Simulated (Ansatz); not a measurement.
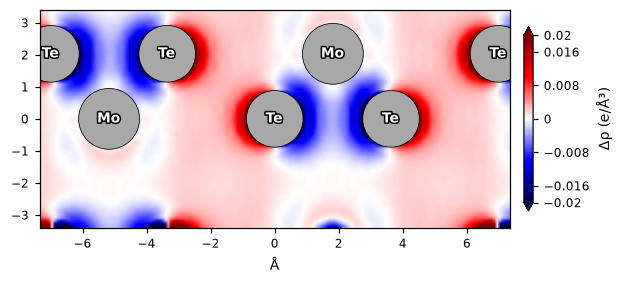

Te₂Mo. Difference of the valence pseudo-densities of two functionals at the same geometry, on the (110) plane of the calculation cell: PBEsol less PBE.

Both computed with Ansatz (plane waves, PAW), on the same k-point mesh. Grey discs cover the atomic cores.

```
Te Mo
1.0
     3.51820    0.00000    0.00000
    -1.75910    3.04685    0.00000
     0.00000    0.00000   13.97360
Te Mo
4 2
Cartesian
  0.0000 2.0312 8.6649
  1.7591 1.0156 1.6781
  0.0000 2.0312 12.2955
  1.7591 1.0156 5.3087
  0.0000 2.0312 3.4934
  1.7591 1.0156 10.4802
```

**What does the difference map show?**

Against PBE, PBEsol gives a change of −0.008 e/Å³ at the midpoint of Te–Mo.
